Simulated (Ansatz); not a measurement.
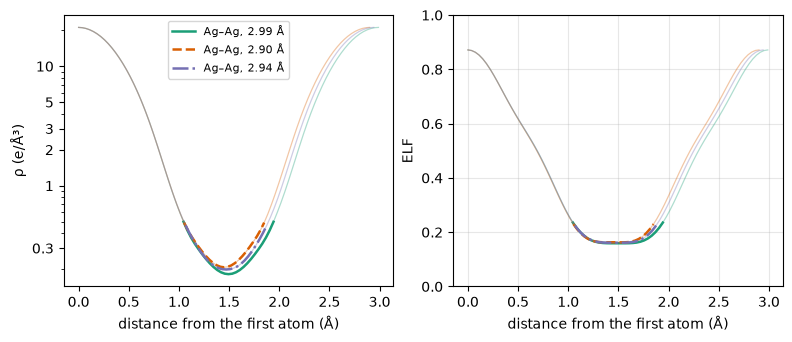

Ag. Valence pseudo-density and ELF along straight lines between neighbouring atoms. Thin, pale parts lie inside the atomic spheres.

Space group Cmcm; changed on purpose from its base cell (strain +0.0200 x Voigt [1, -1, 0, 0, 0, 0], atoms carried along); computed pressure about −6 GPa in this cell.

Computed with DFT PBEsol, scalar-relativistic, plane waves, PAW (Ansatz).

In a PAW calculation such maps are meaningful between the atoms, not at the nuclei.

```yaml
crystal:
  lattice:
    - [2.98860, 0.00000, 0.00000]
    - [0.00000, 4.97341, 0.00000]
    - [0.00000, 0.00000, 4.79000]
  atoms:
    - { symbol: Ag, position: [0.00000, 0.33333, 0.25000] }
    - { symbol: Ag, position: [0.50000, 0.83333, 0.25000] }
    - { symbol: Ag, position: [0.50000, 0.16667, 0.75000] }
    - { symbol: Ag, position: [0.00000, 0.66667, 0.75000] }
```

Question: Compare the contacts.

Answer: Ag–Ag (2.99 Å): the density is about 0.18 e/Å³ at the midpoint; the ELF is about 0.15 at the midpoint (no localised pair shows between them).
Ag–Ag (2.90 Å): ρ is about 0.21 e/Å³ halfway; the ELF is about 0.15 at the midpoint: no shared electron pair shows on this line.
Ag–Ag (2.94 Å): the density is about 0.2 e/Å³ at the midpoint; the ELF is about 0.15 at the midpoint: no localised pair shows between them.
